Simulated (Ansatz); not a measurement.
A series of calculations on Cu

Part 1: Vibrations

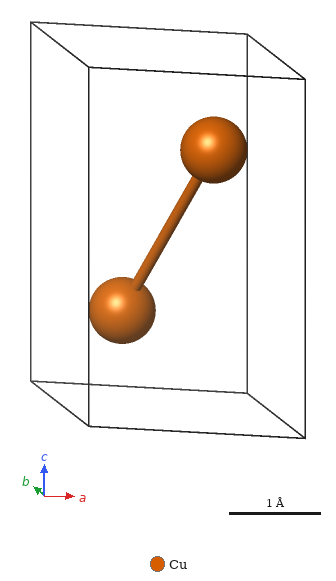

Phonons of a crystal of Cu relaxed at 18 GPa, space group P6₃/mmc (No. 194), at the zone centre. Style: ball-and-stick. Shown: the cell of the calculation, slightly off an axis.

Level of theory: DFT PBE, scalar-relativistic, plane waves, PAW in Ansatz 0.2.0.

Input file:
```yaml
crystal:
  lattice:
    - [2.480489258, 0.0, 0.0]
    - [-1.240244629, 2.1481667113, 0.0]
    - [0.0, 0.0, 4.0665702659]
  atoms:
    - { symbol: Cu, position: [0.3333333333, 0.6666666667, 0.25] }
    - { symbol: Cu, position: [0.6666666667, 0.3333333333, 0.75] }
basis:
  ecutwfc: 420
kpoints:
  mp_grid: { grid: [18, 18, 10] }
hamiltonian:
  xc: pbe
scf:
  occupations: { method: fermi_dirac, width: 0.15 }
output:
  eigenvalues: true
phonons:
  method: dfpt
  eigenvectors: true
```

Launched with:
```bash
ansatz run input.yaml --threads 1 --pin off --max-ram 3072MiB --backend cpu --events-out ev --progress --plain --runs-dir out
```

The frequencies depend somewhat on the k-mesh and the smearing.

> Which optical modes does it have, at what frequencies, and is it stable there?

The calculation's cell holds 2 atoms, so there are 3 optical modes, in 2 levels. The optical modes span E₂g + B₁g. No level is unstable.

```csv
level,symmetry,frequency (cm⁻¹),activity
1,E₂g,123,Raman-active
2,B₁g,300,silent
```

The modes drawn as arrows (one member of each degenerate set):

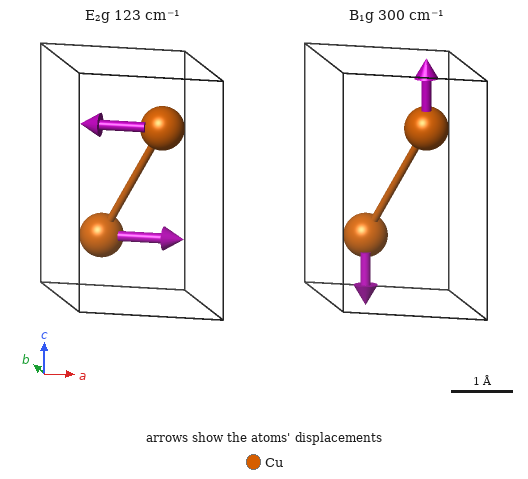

Part 2: Vibrations

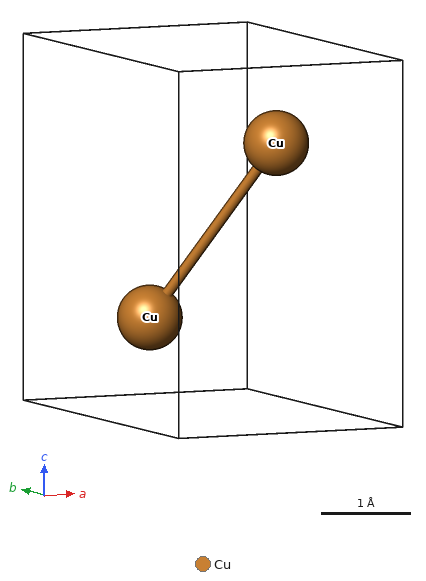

Phonons of solid Cu at 1.02 times its rest volume, space group P6₃/mmc (No. 194), at the zone centre. A ball-and-stick model of the cell of the calculation, seen from a free direction.

All numbers below come from Ansatz, DFT PBE, scalar-relativistic, plane waves, PAW. Settings: plane-wave cutoff 420 eV; k-point mesh 18 × 18 × 10; occupations fermi dirac; smearing width 0.15 eV; no spin polarisation.

The frequencies depend somewhat on the k-mesh and the smearing.

Question: Give the spectrum at this point.

Answer: The calculation's cell holds 2 atoms, so there are 3 optical modes, in 2 levels. The optical modes span E₂g + B₁g. No level is unstable.

| level | symmetry | frequency (cm⁻¹) | activity |
| --- | --- | --- | --- |
| 1 | E₂g | 100 | Raman-active |
| 2 | B₁g | 228 | silent |

The modes drawn as arrows (one member of each degenerate set):

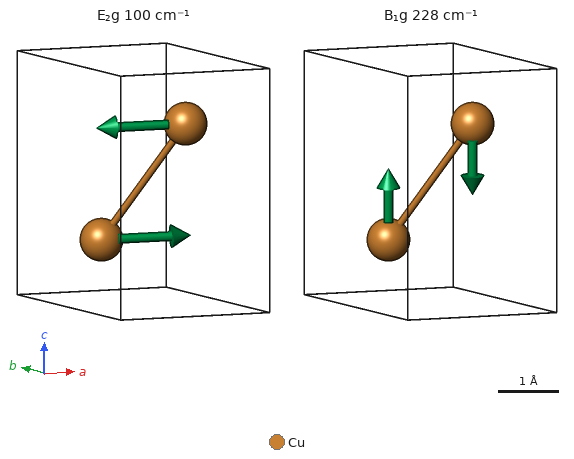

Part 3: One mode

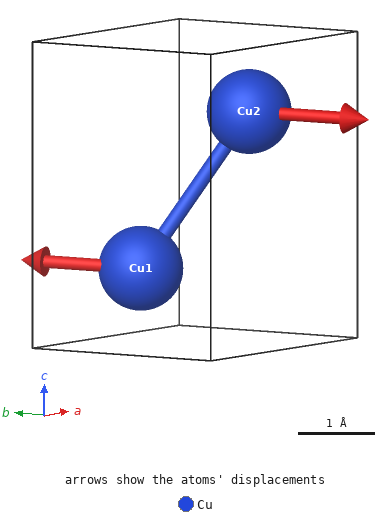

One vibrational mode of solid Cu relaxed at 7 GPa at the zone centre. Displacements are drawn as red arrows; their common scale and sign are arbitrary. Style: ball-and-stick. Shown: the cell of the calculation, from a free direction.

Computed with Ansatz, DFT PBE, scalar-relativistic, plane waves, PAW.

The input:
```yaml
crystal:
  lattice:
    - [2.5265329779, 0.0, 0.0]
    - [-1.2632664889, 2.1880417424, 0.0]
    - [0.0, 0.0, 4.1434081599]
  atoms:
    - { symbol: Cu, position: [0.3333333333, 0.6666666667, 0.25] }
    - { symbol: Cu, position: [0.6666666667, 0.3333333333, 0.75] }
basis:
  ecutwfc: 420
kpoints:
  mp_grid: { grid: [18, 18, 10] }
hamiltonian:
  xc: pbe
scf:
  occupations: { method: fermi_dirac, width: 0.15 }
output:
  eigenvalues: true
phonons:
  method: dfpt
  eigenvectors: true
```

Run as
```bash
ansatz run input.yaml --threads 1 --pin off --max-ram 3072MiB --backend cpu --events-out ev --progress --plain --runs-dir out
```

The frequencies depend somewhat on the k-mesh and the smearing.

**What mode is this, and where does it lie in the spectrum?**

This is the E₂g mode (doubly degenerate; one member of the set is drawn) at 112 cm⁻¹, the lowest optical level, Raman-active by symmetry. All motion is along b; atoms of one kind move against one another, with no net shift of their sublattice.

Part 4: One mode

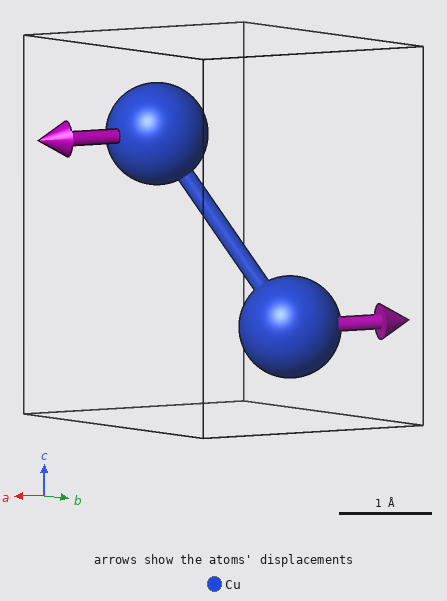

One vibrational mode of solid Cu at 0.98 times its rest volume at the zone centre. Displacements are drawn as purple arrows; their common scale and sign are arbitrary. The picture is a ball-and-stick view of the cell of the calculation, seen from a free direction.

All numbers below come from DFT PBE, scalar-relativistic, plane waves, PAW (Ansatz). Settings: plane-wave cutoff 420 eV; k-point mesh 18 × 18 × 10; occupations fermi dirac; smearing width 0.15 eV; no spin polarisation.

The frequencies depend somewhat on the k-mesh and the smearing.

What mode is this, and where does it lie in the spectrum?

This is the E₂g mode (doubly degenerate; one member of the set is drawn) at 107 cm⁻¹, the lowest optical level, Raman-active by symmetry. All motion is along a; atoms of one kind move against one another, with no net shift of their sublattice.

Part 5: Softest mode

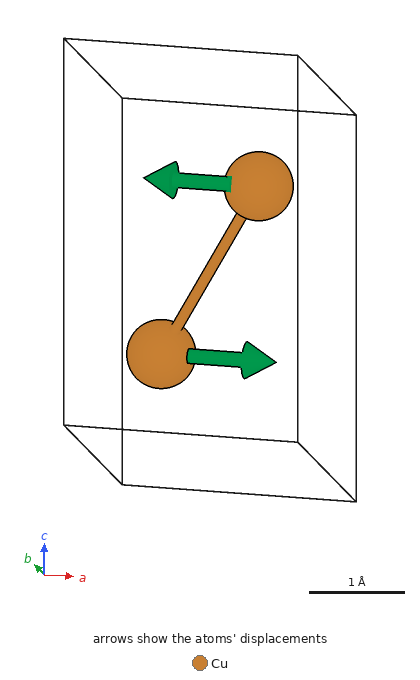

The lowest optical mode of crystalline Cu, space group P6₃/mmc (No. 194), at the zone centre. The green arrows are the displacements of the atoms (eigenvector over the root of the mass), of arbitrary overall length and sign. Style: ball-and-stick. Shown: the cell of the calculation, slightly off an axis.

The calculation used Ansatz, DFT PBE, scalar-relativistic, plane waves, PAW. (plane-wave cutoff 420 eV; k-point mesh 18 × 18 × 10; occupations fermi dirac; smearing width 0.15 eV; no spin polarisation)

The frequencies depend somewhat on the k-mesh and the smearing.

Is the structure stable against all modes at this point?

Answer. Yes: this softest mode has a real frequency, and so have all others here. That speaks for this wave vector alone: the rest of the zone wasn't checked in this run. This is the E₂g mode (doubly degenerate; one member of the set is drawn) at 104 cm⁻¹, the lowest optical level, Raman-active by symmetry. All motion is along a; atoms of one kind move against one another, with no net shift of their sublattice.

Part 6: Softest mode

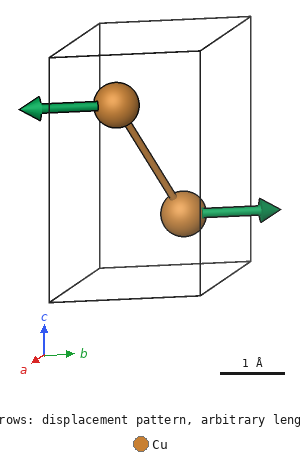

The lowest optical mode of crystalline Cu relaxed at 35 GPa, space group P6₃/mmc (No. 194), at the zone centre. Displacements are drawn as green arrows; their common scale and sign are arbitrary. Style: ball-and-stick. Shown: the cell of the calculation, slightly off an axis.

Level of theory: Ansatz 0.2.0, DFT PBE, scalar-relativistic, plane waves, PAW.

Input file:
```yaml
crystal:
  lattice:
    - [2.4272424283, 0.0, 0.0]
    - [-1.2136212142, 2.1020536041, 0.0]
    - [0.0, 0.0, 3.9781968416]
  atoms:
    - { symbol: Cu, position: [0.3333333333, 0.6666666667, 0.25] }
    - { symbol: Cu, position: [0.6666666667, 0.3333333333, 0.75] }
basis:
  ecutwfc: 420
kpoints:
  mp_grid: { grid: [18, 18, 10] }
hamiltonian:
  xc: pbe
scf:
  occupations: { method: fermi_dirac, width: 0.15 }
output:
  eigenvalues: true
phonons:
  method: dfpt
  eigenvectors: true
```

Launched with:
```bash
ansatz run input.yaml --threads 1 --pin off --max-ram 3072MiB --backend cpu --events-out ev --progress --plain --runs-dir out
```

The frequencies depend somewhat on the k-mesh and the smearing.

Q: Is this crystal at a minimum with respect to the drawn distortion?

A: Yes: this softest mode has a real frequency, and so have all others here. That speaks for this wave vector alone: the rest of the zone wasn't checked in this run. This is the E₂g mode (doubly degenerate; one member of the set is drawn) at 4.11 THz, the lowest optical level, Raman-active by symmetry. All motion is along b; atoms of one kind move against one another, with no net shift of their sublattice.
